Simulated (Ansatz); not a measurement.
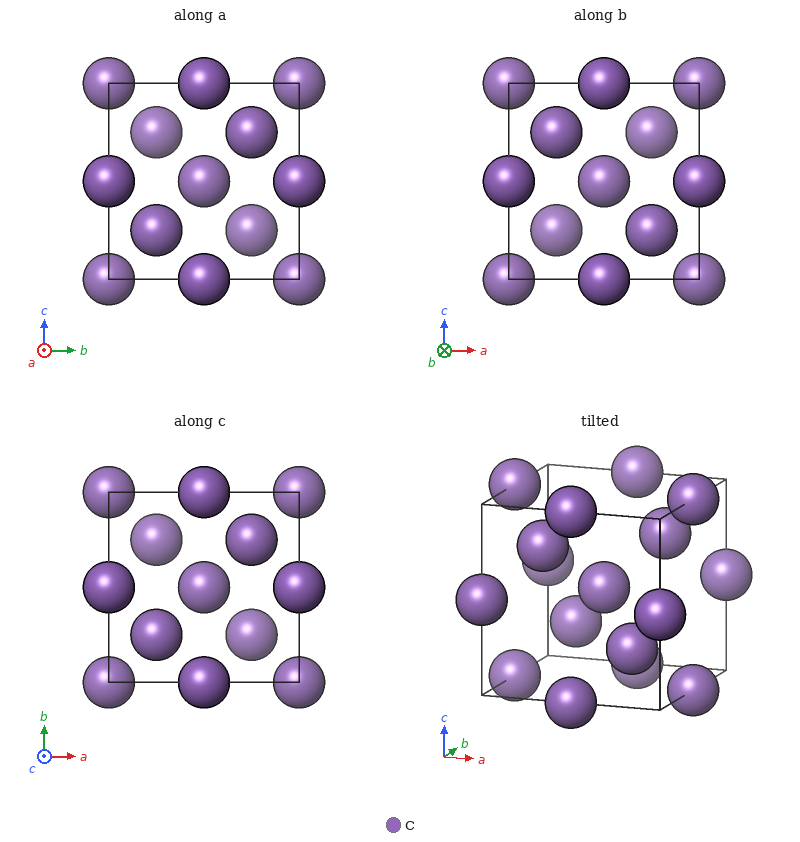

Spheres-only representation of a periodic structure, projected along the a axis, along the b axis, along the c axis and slightly off an axis. Atoms at the boundary of the drawn cell (a repeat of the simulation cell) (the box) are drawn once for each face, edge or corner they touch.

Lattice parameters: a = 3.5602 Å, b = 3.5602 Å, c = 3.6671 Å, α = 90.000°, β = 90.000°, γ = 90.000°.

> Put the structure into a CIF in P1 with every atom of the cell.

```cif
data_structure
_symmetry_space_group_name_H-M 'P 1'
_symmetry_Int_Tables_number 1
_cell_length_a 3.5602
_cell_length_b 3.5602
_cell_length_c 3.6671
_cell_angle_alpha 90.000
_cell_angle_beta 90.000
_cell_angle_gamma 90.000
_cell_volume 46.48
loop_
_atom_site_label
_atom_site_type_symbol
_atom_site_fract_x
_atom_site_fract_y
_atom_site_fract_z
_atom_site_occupancy
C1 C 0.5000 0.0000 0.0000 1
C2 C 0.7500 0.2500 0.2500 1
C3 C 0.0000 0.5000 0.0000 1
C4 C 0.2500 0.7500 0.2500 1
C5 C 0.0000 0.0000 0.5000 1
C6 C 0.2500 0.2500 0.7500 1
C7 C 0.5000 0.5000 0.5000 1
C8 C 0.7500 0.7500 0.7500 1
```

It goes back to a structure type filled with this element by a generator (whether the element takes this form wasn't checked). The cell was then strained or its atoms displaced on purpose. A calculation with Ansatz used it as input.

At this level of theory the cell isn't at rest (stretched, at -18 GPa), so its distances can differ from those at equilibrium, the more so the softer the solid.
